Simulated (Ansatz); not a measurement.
**What a change does: single-point calculation on Ta$_{2}$N**

System: Ta$_{2}$N (P-3m1, 3 atoms in the cell).
Method of the first run: DFT LDA, scalar-relativistic, plane waves, PAW, PAW set soft_1, no spin polarisation (Ansatz 0.2.0).

The structure derives from a Materials Project entry. Text and figures count atoms from 1; the logs count them from 0 in places.

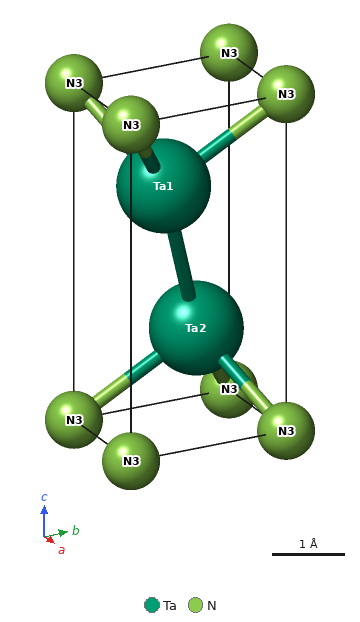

The structure as given in the input (ball-and-stick view of the cell of the calculation, seen slightly off an axis; atoms are numbered from 1 in the order of the input). An atom can appear more than once, as a periodic image. Near neighbours in the periodic cell (some may lie outside the picture): Ta has 3 N at 2.14 Å and 12 Ta at 2.95 to 3.06 Å; N has 6 Ta at 2.14 Å.

## The input, the first run
```yaml
crystal:
  lattice:
    - [3.0618406011, 0.0, 0.0]
    - [-1.5309203006, 2.6516317429, 0.0]
    - [0.0, 0.0, 4.787162675]
  atoms:
    - { symbol: Ta, position: [0.6666666667, 0.3333333333, 0.7466885012] }
    - { symbol: Ta, position: [0.3333333333, 0.6666666667, 0.2533114988] }
    - { symbol: "N", position: [0.0, 0.0, 0.0] }
basis:
  ecutwfc: 520.0
kpoints:
  mp_grid: { grid: [18, 18, 10] }
hamiltonian:
  xc: lda
  pseudopotentials: { kind: paw, azcp: { folder: soft_1 } }
scf:
  occupations: { method: gaussian, width: 0.15 }
output:
  forces: true
  stress: true
  eigenvalues: true
```

Command:
```bash
ansatz run input.yaml --threads 2 --pin off --max-ram 4096MiB --backend cpu --events-out ev --progress --plain --runs-dir out
```

Hardware: 2 threads of Arm Neoverse N1, 98 GiB of memory available, shared host.

## Output, shortened to warnings, some set-up lines, iterations and results (the first run)
```
Warning: [file] the record states the generating functional pbe (its physics header spells it `PBE`), which answers neither for hamiltonian.xc's functional nor for the lda family's — results may be inconsistent (PPs are generated against a specific XC)
Warning: [file] the record states the generating functional pbe (its physics header spells it `PBE`), which answers neither for hamiltonian.xc's functional nor for the lda family's — results may be inconsistent (PPs are generated against a specific XC)
Basis set: ecut = 520 eV, 1085 PW (Γ)
Symmetry: 12 space group operations
k-points: 330 of 3240
Initial density: superposition of atomic densities (chi_scale 0.1, normalization cell, long waves kept (reshape's long-wave potential 0.05 eV rms))
[...]
SCF iter   1: F=—  HF=-19744.335315 eV  |F-HF|=—  |Δ(HF+E_count)|=         —  Δρ=5.47e-2  dr2=3.21e0  ethr=3.10e-3  ⟨swp⟩=4.9  Hψ=25530  notcnv=0
SCF iter   2: F=—  HF=-19743.877525 eV  |F-HF|=—  |Δ(HF+E_count)|=   4.58e-1  Δρ=3.25e-2  dr2=1.26e0  ethr=3.10e-3  ⟨swp⟩=2.0  Hψ=10733  notcnv=0  defer=81
SCF iter   3: F=—  HF=-19743.551970 eV  |F-HF|=—  |Δ(HF+E_count)|=   3.26e-1  Δρ=1.29e-2  dr2=1.35e-1  ethr=3.10e-3  ⟨swp⟩=2.1  Hψ=10228  notcnv=0  defer=81
SCF iter   4: F=—  HF=-19743.523345 eV  |F-HF|=—  |Δ(HF+E_count)|=   2.86e-2  Δρ=3.09e-3  dr2=3.45e-3  ethr=4.34e-4  ⟨swp⟩=1.5  Hψ=9597  notcnv=0  defer=78
SCF iter   5: F=—  HF=-19743.522272 eV  |F-HF|=—  |Δ(HF+E_count)|=   1.07e-3  Δρ=3.90e-4  dr2=5.12e-5  ethr=1.11e-5  ⟨swp⟩=2.0  Hψ=8696  notcnv=0  defer=78
SCF iter   6: F=—  HF=-19743.522259 eV  |F-HF|=—  |Δ(HF+E_count)|=   1.29e-5  Δρ=9.85e-5  dr2=4.16e-6  ethr=1.65e-7  ⟨swp⟩=2.5  Hψ=9230  notcnv=0  defer=78
SCF iter   7: F=—  HF=-19743.522258 eV  |F-HF|=—  |Δ(HF+E_count)|=   1.12e-6  Δρ=1.83e-5  dr2=1.54e-7  ethr=1.34e-8  ⟨swp⟩=2.1  Hψ=7887  notcnv=0  defer=78
SCF iter   8: F=-19743.522258 eV  HF=-19743.522258 eV  |F-HF|=1.40e-9  |Δ(HF+E_count)|=   4.65e-8  Δρ=3.06e-6  dr2=2.82e-9  ethr=3.23e-10  ⟨swp⟩=6.3  Hψ=27511  notcnv=0
SCF 1 converged in 8 iterations: F = -19743.522258 eV  dr2 = 2.82e-9
SCF converged after 8 iterations
Free energy (F): -19743.522258 eV
Harris-Foulkes:  -19743.522258 eV  (|F-HF|=1.40e-9)
Internal energy: -19743.508994 eV  (E = F + TS)
E sigma→0 (E₀):  -19743.515626 eV
Entropy (-TS):   -0.013264 eV (-4.421 meV/atom)
Fermi energy:    20.148678 eV
--- Per-component energies (eV) ---
  E_band       = -161.590900
  E_kinetic    = 920.087625
  E_local      = -1191.667799  (includes V_loc(G=0)·N_el)
  E_nonlocal   = 24.641156
  E_hartree    = 433.995359
  E_xc         = -698.080643
  E_vxc        = -545.910480  (∫ρ·V_xc dr)
  E_paw        = -16234.658753  (= ΣΔE_a)
  E_vpaw       = -236.732515  (= ΣTr[D̂ρ^β])
  E_aug_tail   = 0.000037  (compensation charges beyond the density's cutoff)
  E_ewald      = -2998.424014
  E_core_change = 0.598038  (= ΣΔE_core)
  E_smearing   = -0.013264  (= −TS)
  E_closure    = -0.000000  (closes the sum)
  Σ components = -19743.522258   (vs F -19743.522258, Δ=0.00e0)
--- Forces (eV/Å), atoms counted from 1 ---
  atom   1  Ta    -0.00000000     0.00000000    -0.01616421
  atom   2  Ta     0.00000000     0.00000000     0.01616421
  atom   3  N     -0.00000000    -0.00000000    -0.00000000
  max |Σ_I F_I| component: 3.70e-17 eV/Å
--- Stress (GPa, compression-positive) ---
        0.040679       0.000000      -0.000000
        0.000000       0.040679       0.000000
       -0.000000       0.000000       0.049833
  P = ⅓ Tr σ = 0.0437 GPa (0.437 kbar)
```

The input of the second run differs as follows (lines with − go, lines with + come):
```diff
-  mp_grid: { grid: [18, 18, 10] }
+  mp_grid: { grid: [15, 15, 8] }
```

What does this change do to the results?

The free energy of the second run is 0.08 meV per atom higher, which measures how much it depends on this numerical setting. The number of SCF iterations is the same. The irreducible k-points go from 330 to 192. On the same kind of shared host the second run took about 0.61 times as long.

## Output, shortened to warnings, some set-up lines, iterations and results (the second run)
```
Warning: [file] the record states the generating functional pbe (its physics header spells it `PBE`), which answers neither for hamiltonian.xc's functional nor for the lda family's — results may be inconsistent (PPs are generated against a specific XC)
Warning: [file] the record states the generating functional pbe (its physics header spells it `PBE`), which answers neither for hamiltonian.xc's functional nor for the lda family's — results may be inconsistent (PPs are generated against a specific XC)
Basis set: ecut = 520 eV, 1085 PW (Γ)
Symmetry: 12 space group operations
k-points: 192 of 1800
Initial density: superposition of atomic densities (chi_scale 0.1, normalization cell, long waves kept (reshape's long-wave potential 0.05 eV rms))
[...]
SCF iter   1: F=—  HF=-19744.333785 eV  |F-HF|=—  |Δ(HF+E_count)|=         —  Δρ=5.47e-2  dr2=3.21e0  ethr=3.10e-3  ⟨swp⟩=4.8  Hψ=14905  notcnv=0
SCF iter   2: F=—  HF=-19743.876334 eV  |F-HF|=—  |Δ(HF+E_count)|=   4.57e-1  Δρ=3.25e-2  dr2=1.26e0  ethr=3.10e-3  ⟨swp⟩=2.0  Hψ=6230  notcnv=0  defer=48
SCF iter   3: F=—  HF=-19743.551945 eV  |F-HF|=—  |Δ(HF+E_count)|=   3.24e-1  Δρ=1.29e-2  dr2=1.36e-1  ethr=3.10e-3  ⟨swp⟩=2.1  Hψ=6020  notcnv=0  defer=48
SCF iter   4: F=—  HF=-19743.523106 eV  |F-HF|=—  |Δ(HF+E_count)|=   2.88e-2  Δρ=3.09e-3  dr2=3.49e-3  ethr=4.38e-4  ⟨swp⟩=1.5  Hψ=5602  notcnv=0  defer=46
SCF iter   5: F=—  HF=-19743.522024 eV  |F-HF|=—  |Δ(HF+E_count)|=   1.08e-3  Δρ=3.91e-4  dr2=4.99e-5  ethr=1.13e-5  ⟨swp⟩=2.0  Hψ=5077  notcnv=0  defer=46
SCF iter   6: F=—  HF=-19743.522013 eV  |F-HF|=—  |Δ(HF+E_count)|=   1.15e-5  Δρ=9.85e-5  dr2=4.20e-6  ethr=1.61e-7  ⟨swp⟩=2.5  Hψ=5326  notcnv=0  defer=46
SCF iter   7: F=—  HF=-19743.522011 eV  |F-HF|=—  |Δ(HF+E_count)|=   1.14e-6  Δρ=1.84e-5  dr2=1.54e-7  ethr=1.35e-8  ⟨swp⟩=2.1  Hψ=4532  notcnv=0  defer=46
SCF iter   8: F=-19743.522011 eV  HF=-19743.522011 eV  |F-HF|=1.31e-9  |Δ(HF+E_count)|=   4.64e-8  Δρ=2.96e-6  dr2=2.67e-9  ethr=3.23e-10  ⟨swp⟩=6.3  Hψ=15906  notcnv=0
SCF 1 converged in 8 iterations: F = -19743.522011 eV  dr2 = 2.67e-9
SCF converged after 8 iterations
Free energy (F): -19743.522011 eV
Harris-Foulkes:  -19743.522011 eV  (|F-HF|=1.31e-9)
Internal energy: -19743.509286 eV  (E = F + TS)
E sigma→0 (E₀):  -19743.515649 eV
Entropy (-TS):   -0.012726 eV (-4.242 meV/atom)
Fermi energy:    20.154749 eV
--- Per-component energies (eV) ---
  E_band       = -161.584107
  E_kinetic    = 920.090779
  E_local      = -1191.677486  (includes V_loc(G=0)·N_el)
  E_nonlocal   = 24.640650
  E_hartree    = 434.002471
  E_xc         = -698.081018
  E_vxc        = -545.910946  (∫ρ·V_xc dr)
  E_paw        = -16234.658743  (= ΣΔE_a)
  E_vpaw       = -236.732501  (= ΣTr[D̂ρ^β])
  E_aug_tail   = 0.000037  (compensation charges beyond the density's cutoff)
  E_ewald      = -2998.424014
  E_core_change = 0.598038  (= ΣΔE_core)
  E_smearing   = -0.012726  (= −TS)
  E_closure    = 0.000000  (closes the sum)
  Σ components = -19743.522011   (vs F -19743.522011, Δ=0.00e0)
--- Forces (eV/Å), atoms counted from 1 ---
  atom   1  Ta    -0.00000000     0.00000000    -0.00339597
  atom   2  Ta     0.00000000    -0.00000000     0.00339597
  atom   3  N     -0.00000000     0.00000000    -0.00000000
  max |Σ_I F_I| component: 3.70e-17 eV/Å
--- Stress (GPa, compression-positive) ---
        0.119132       0.000000      -0.000000
        0.000000       0.119132       0.000000
       -0.000000       0.000000      -0.123788
  P = ⅓ Tr σ = 0.0382 GPa (0.382 kbar)
```

## The two runs side by side

```tsv
quantity	the first run	the second run
outcome	converged	converged
free energy per atom (eV)	−6581.1741	−6581.1740
energy per atom, smearing taken to zero (eV)	−6581.1719	−6581.1719
gap on the mesh (eV)	0.00	0.00
pressure (GPa)	0.04	0.04
largest force (eV/Å)	0.016	0.003
SCF iterations	8	8
irreducible k-points	330	192
plane waves at Γ	1085	1085
wall time (shared host)	14 s	8.6 s
```

For both runs: Warnings: the PAW datasets were made with another functional. Spin–orbit coupling is left out, which matters for Ta. The cell holds an odd number of electrons but the run has no spin polarisation, so a band is left half filled.
